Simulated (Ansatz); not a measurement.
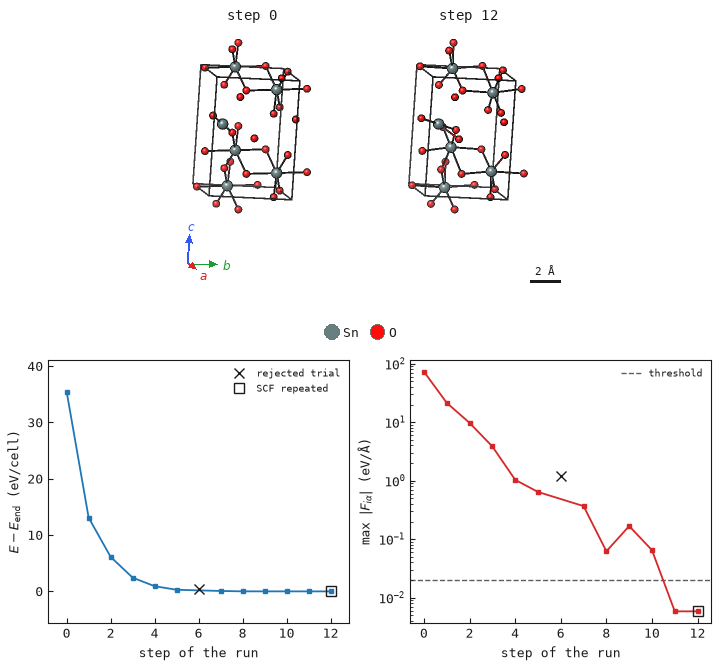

First and last geometry of a relaxation of a defect cell of composition Sn$_{5}$O$_{12}$ (cell charge −4) (started half-way along a vacancy jump, in the symmetry of that start), with the history of the run. The picture is a ball-and-stick view of the cell of the calculation, reduced to other axes (origin shifted), seen slightly off an axis. Lengths and directions refer to the drawn axes.

Level of theory: DFT PBEsol, scalar-relativistic, plane waves, PAW (Ansatz). Set-up: plane-wave cutoff 420 eV; k-point mesh 6 × 6 × 6; occupations gaussian; smearing width 0.05 eV; no spin polarisation; atoms relaxed in a fixed cell; force threshold 0.02 eV/Å; at most 60 steps.

**What do the curves and the structures tell?**

It converged. The largest moves, 0.93 Å, are those of O atoms. Largest moves by element: O 0.93 Å, Sn 0.45 Å. The cell stays as it was. Among the contacts that change: O–Sn 2.853 → 2.036 Å, O–Sn 1.282 → 1.922 Å, O–Sn 2.063 → 2.423 Å, O–Sn 2.080 → 2.249 Å. New bonds form: O–Sn (2.85 → 2.04 Å). Bond angles that change, for instance: O–Sn–O 76.5° → 104.1°, Sn–O–Sn 155.0° → 128.6°, O–Sn–O 152.9° → 173.5°. Over 10 accepted moves (12 points after the start) the energy falls by 35.468 eV per cell of the calculation. Largest force component: 73 eV/Å at the start, 0.0058 eV/Å at the end. The line search rejected the trial step at point 6 of the run. 1 step only repeated the SCF at the same geometry. Cost: 5.1 min on 4 threads of Intel(R) Xeon(R) 6975P-C (Granite Rapids), on a shared host, peak memory 2.1 GiB.

Limits of the set-up: the periodic images lie only 5.7 Å apart, so the values are limited by the cell's size; the cell is charged, on a uniform background, and energies carry no finite-size correction.
